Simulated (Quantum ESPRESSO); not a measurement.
# Dipole at the next field: 2H-MoS2, 1 layer

Method. Quantum ESPRESSO 7.5, PBE, GBRV ultrasoft; sawtooth field along the normal with dipole correction, ions clamped, threshold 1e-9 Ry; cell area 8.784 Å².

| field (V/Å) | dipole (e Å a cell) |
| --- | --- |
| 0 | 0.00002 |
| 0.1 | 0.02471 |
| 0.2 | 0.04947 |

To predict: What is the dipole at 0.3 V/Å, and what electrostatic thickness 4πα/A follows from the rows?

**Fit.** The slope is (0.04947 − (0.00002))/0.2 = 0.2472 e Å²/V, so 4πα/A = 180.95 × 0.2472/8.784 = 5.09 Å. Linear response gives p = 0.00002 + 0.2472 × (0.3) = 0.07419 e Å; a parabola through the three rows gives 0.07430.

What the calculation gave: p = 0.07428 e Å. The line misses by 0.1 % of the induced dipole and the parabola by 0.0 %. The response is linear over this range.

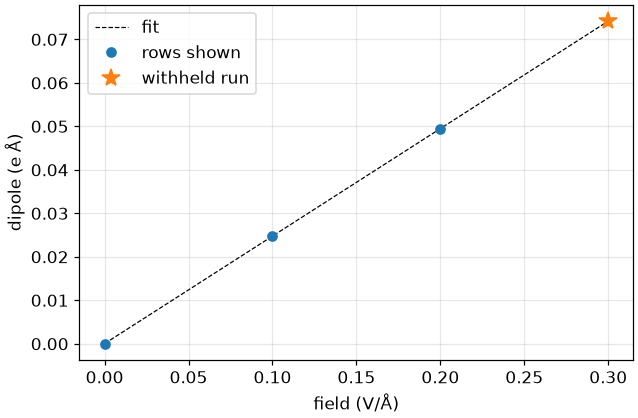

The rows shown, the fit and the withheld run.

**Limits.** Electrons alone respond; local and semilocal functionals tend to overscreen.
